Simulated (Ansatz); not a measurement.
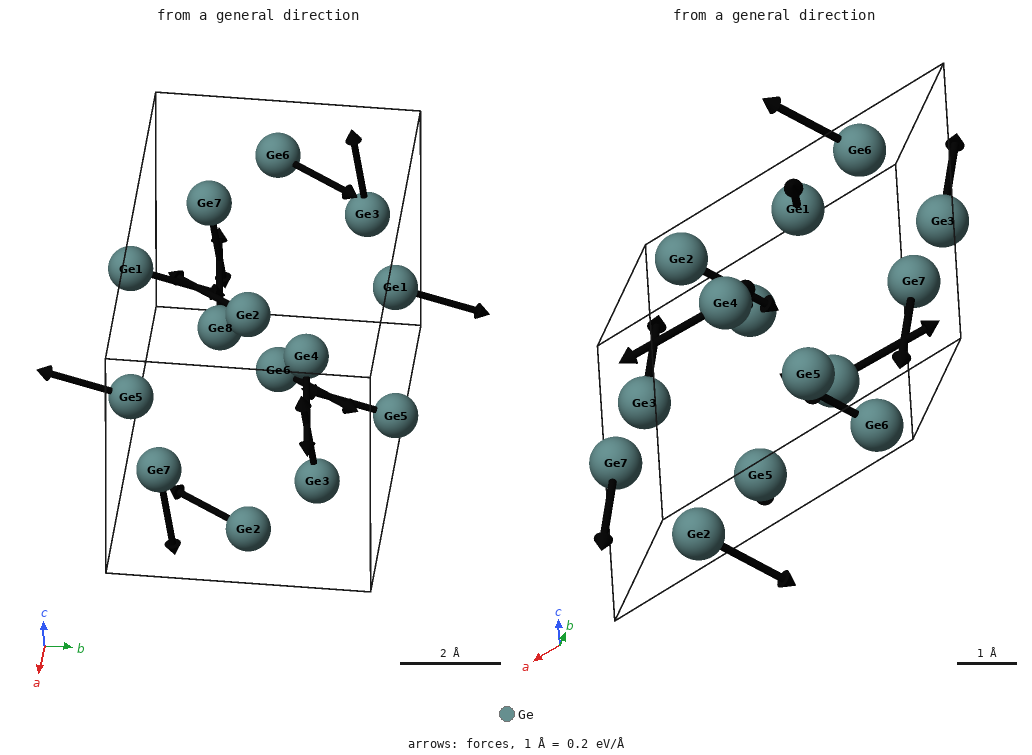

The figure gives a spheres-only picture of the atoms, viewed from two general directions. The frame is the simulation cell; atoms at its boundary are shown with their periodic copies. The arrows are the computed forces on the atoms.

System: Ge. Level of theory and settings: DFT r2SCAN, scalar-relativistic, plane waves, PAW in Ansatz 0.2.0, E_cut = 500 eV, an 8×8×8 sampling of the Brillouin zone, Gaussian smearing of 0.15 eV, no spin polarisation.

### Judging by the arrows, is the geometry relaxed?

No. The atoms still feel forces of up to about 0.34 eV/Å, far above a usual threshold of 0.01 to 0.03 eV/Å.

The structure comes from a structure listed in the Materials Project. The cell was then strained or its atoms displaced on purpose. It went into a calculation with Ansatz.
